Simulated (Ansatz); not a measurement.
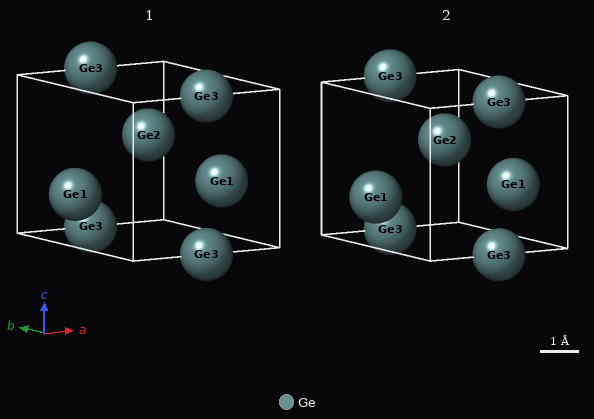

Two geometries of crystalline Ge (a generated structure, set up in P6_422) (coarse preliminary run), drawn at one scale. One is the start of a relaxation, the other its converged end. The picture is a spheres-only view of the cell of the calculation, seen from a free direction.

All numbers below come from Ansatz, DFT PBE, scalar-relativistic, plane waves, PAW. Settings: plane-wave cutoff 420 eV; k-point mesh 6 × 6 × 4; occupations gaussian; smearing width 0.1 eV; no spin polarisation; cell and atoms relaxed; force threshold 0.04 eV/Å; at most 70 steps.

> Which of the two is the end point?

Structure 1 is the relaxed one. After 3 accepted moves (4 points after the start) the energy has fallen by 132 meV per atom. All forces vanish by symmetry, so only the cell relaxes. The pressure goes from 14.74 to 0.19 GPa. The SCF was repeated once at an unchanged geometry on a basis and grid sized afresh for the cell, which shifted the energy by 1.5 meV per atom at most. No atom moves by more than 0.005 Å relative to the cell. The drawn cell changes as follows: a = b 3.877 → 4.129 Å (+6.5 %), c 4.245 → 4.400 Å (+3.7 %); the volume changes by +17.6 %. Among the contacts that change: Ge1–Ge2 2.400 → 2.533 Å. The space group stays P6_422 (No. 181). Cost: 19 s on 1 thread of Intel(R) Xeon(R) Processor @ 2.70GHz, with other jobs on the host, peak memory 0.37 GiB.

Limits of the set-up: the k-point mesh is coarse for a cell with partly filled bands.
